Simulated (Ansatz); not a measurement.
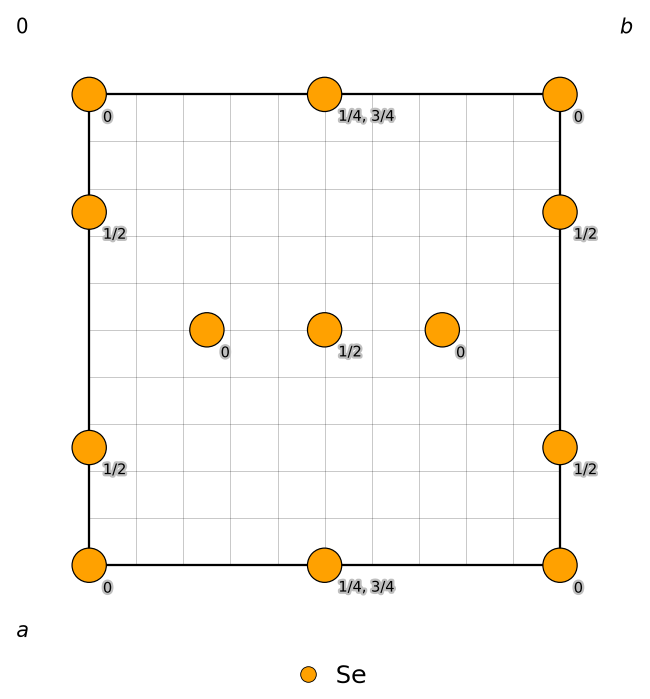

Plan of a unit cell projected along c (a down the page, b across); the numbers are heights as fractions of c, and atoms on the cell's edges are repeated. The grid marks tenths of a and b. Source: the input geometry of an electronic-structure calculation (not necessarily at equilibrium); the starting structure was generated, so it need not be a known form of this composition. Symmetry computed with spglib at a tolerance of 0.002 Å; standard conventional cell.

a = 5.727 Å, b = 5.727 Å, c = 5.727 Å, α = 90.00°, β = 90.00°, γ = 90.00°.

### What does the cell contain?

8 Se: Se, Z = 8.

### Which space group?

No. 223, Pm-3n, primitive cubic.

### Give the independent sites, coordinates to two places.

```tsv
atom	site	symmetry	x	y	z
Se	2a	m-3.	0.00	0.00	0.00
Se	6c	-4m.2	0.25	0.00	0.50
```
